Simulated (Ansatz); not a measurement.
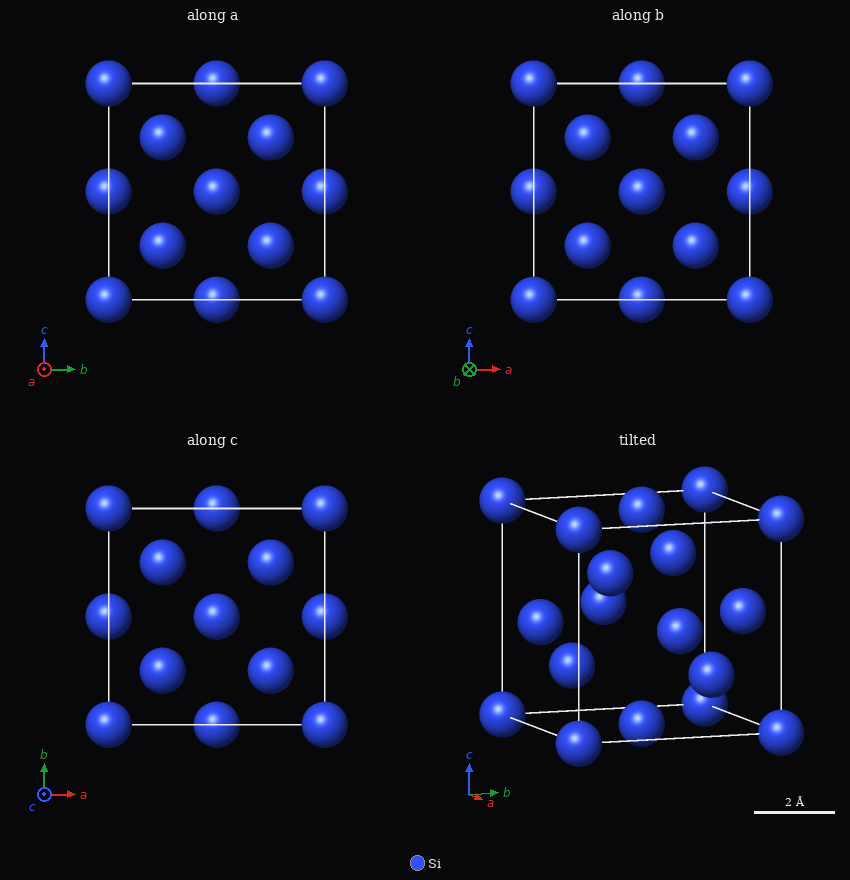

Drawn in the spheres-only manner and seen along the a axis, along the b axis, along the c axis and slightly off an axis. The edges of the conventional unit cell are marked.

Lattice parameters: a = 5.420 Å, b = 5.420 Å, c = 5.420 Å, α = 90.00°, β = 90.00°, γ = 90.00°. Put a along x and b in the xy plane.

Q: Set out the cell and atoms as a POSCAR file.

A:
```
Si
1.0
     5.420    0.000    0.000
     0.000    5.420    0.000
     0.000    0.000    5.420
Si
8
Direct
  0.0000 0.0000 0.0000
  0.2500 0.7500 0.7500
  0.0000 0.5000 0.5000
  0.2500 0.2500 0.2500
  0.5000 0.0000 0.5000
  0.7500 0.7500 0.2500
  0.5000 0.5000 0.0000
  0.7500 0.2500 0.7500
```

The structure comes from a structure type filled with this element by a generator (whether the element takes this form wasn't checked). The cell was then strained or its atoms displaced on purpose. Ansatz was used for an electronic-structure calculation on it.
